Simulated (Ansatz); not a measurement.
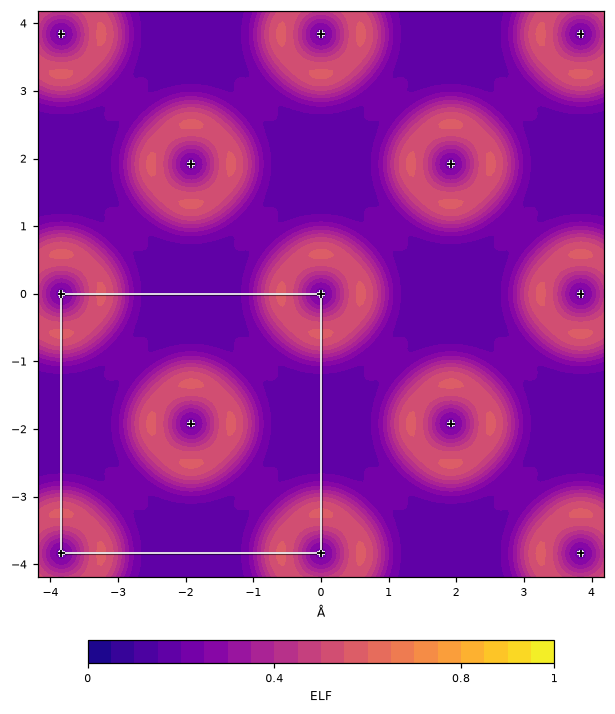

The ELF on a plane through atoms (crosses mark nuclei in the plane).

Computed with DFT LDA, scalar-relativistic, plane waves, PAW (Ansatz 0.2.0).

Candidates:
A. Si, a = 5.40 Å, b = 5.40 Å, c = 5.40 Å, α = 90.00°, β = 90.00°, γ = 90.00°. Space group Fd-3m; a structure from a database of computed crystals, not necessarily the ambient phase.
B. Pd, a = 3.84 Å, b = 3.84 Å, c = 3.84 Å, α = 90.00°, β = 90.00°, γ = 90.00°. Space group Fm-3m; a structure from a database of computed crystals, not necessarily the ambient phase.

### Which system is this?

Candidate B: Pd on the (100) plane of the conventional cell, which holds Pd. Pd–Pd (2.71 Å): the ELF is about 0.20 at the midpoint (no localised pair shows between them).
